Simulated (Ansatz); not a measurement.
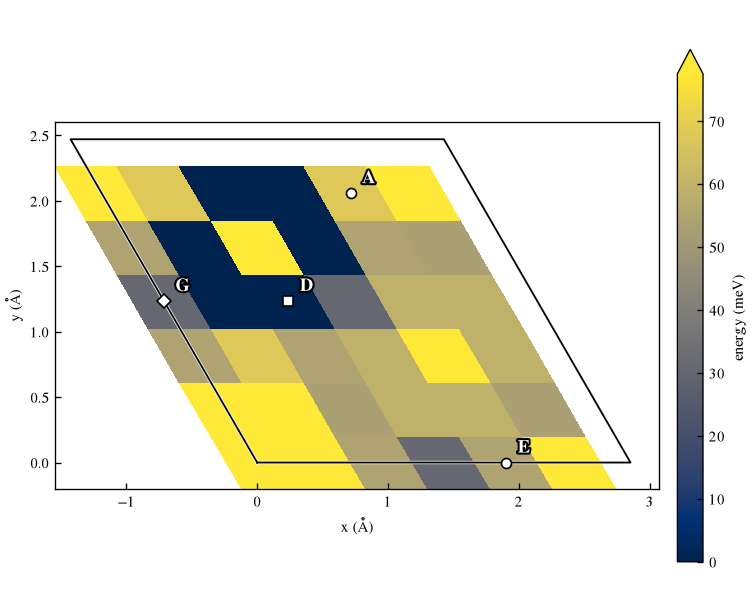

H on an Al(001) slab cut from the P6_3/mmc phase, its upper half relaxed before the scan (9 atoms of substrate and one adsorbate in a 1 × 1 cell). H is moved over the surface cell; relaxed at each place: the height of the adsorbate's atoms and the top layer of the substrate; the origin of the map has the adsorbate above Al9. Places are given modulo a cell vector. The map is drawn in real space over the plane of the surface. The scan uses a 6 × 6 grid; 12 points were computed and 24 follow by symmetry. All energies are given in meV relative to the lowest grid point. At some places the adsorbate sinks to or below the level of the top layer. With one adsorbate in each 1 × 1 cell, its nearest image is 2.9 Å away, so neighbouring adsorbates interact. All numbers below come from Ansatz 0.2.0, DFT PBE, scalar-relativistic, plane waves, PAW. Settings: cutoff 420 eV, k-mesh 9×9×1, gaussian smearing 0.1 eV, no spin polarisation.

Drawn: one coloured cell a grid point, the outline of one cell of the plane, one colour for all values above the top of the scale, lettered points.

### Rank the lettered points by energy, lowest first.

D (0 meV), G (30 meV), E (54 meV), A (68 meV).

PAW datasets: the set soft_1.
